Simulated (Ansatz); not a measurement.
System: Hf₃N₂, space group R-3m (No. 166).

The given structure:
```cif
data_structure
_symmetry_space_group_name_H-M 'P 1'
_symmetry_Int_Tables_number 1
_cell_length_a 7.9893
_cell_length_b 7.9893
_cell_length_c 7.9893
_cell_angle_alpha 23.170
_cell_angle_beta 23.170
_cell_angle_gamma 23.170
_cell_volume 69.30
loop_
_atom_site_label
_atom_site_type_symbol
_atom_site_fract_x
_atom_site_fract_y
_atom_site_fract_z
_atom_site_occupancy
Hf1 Hf 0.77964 0.77964 0.77964 1
Hf2 Hf 0.22036 0.22036 0.22036 1
Hf3 Hf 0.00000 0.00000 0.00000 1
N1 N 0.61209 0.61209 0.61209 1
N2 N 0.38791 0.38791 0.38791 1
```

Calculation (Ansatz 0.2.0): third-order Birch-Murnaghan fit to density functional energies at scaled volumes of the given relaxed cell, shape and atoms relaxed at each volume; energies count from the fitted minimum; plane waves with PAW datasets, Γ-centred k mesh. Level: r2SCAN, no spin polarisation.

- wave cutoff: 500 eV
- k mesh: 12×12×12
- occupations: Gaussian
- smearing width: 0.1 eV

What does the calculation give for the energy above the minimum and pressure against volume? The volume takes the values 12.612, 13.028, 13.444, 13.860, 14.275, 14.691 Å³/atom.

A third-order Birch–Murnaghan fit gives V0 = 13.86 Å³/atom, B0 = 223 GPa and B′ = 4.0. The energy above the minimum is 91.5 meV/atom at volume 12.612 Å³/atom and 31.5 meV/atom at 14.691 Å³/atom; the lowest computed point is at volume 13.860 Å³/atom (0.0 meV/atom). The pressure falls from 25.37 GPa at volume 12.612 Å³/atom to −11.54 GPa at 14.691 Å³/atom, and changes sign near 13.86 Å³/atom. The solid is metallic at every point.

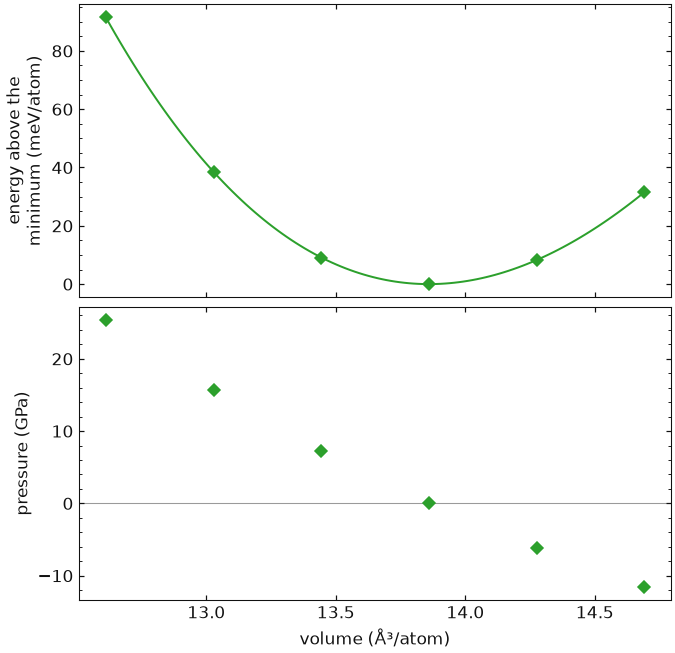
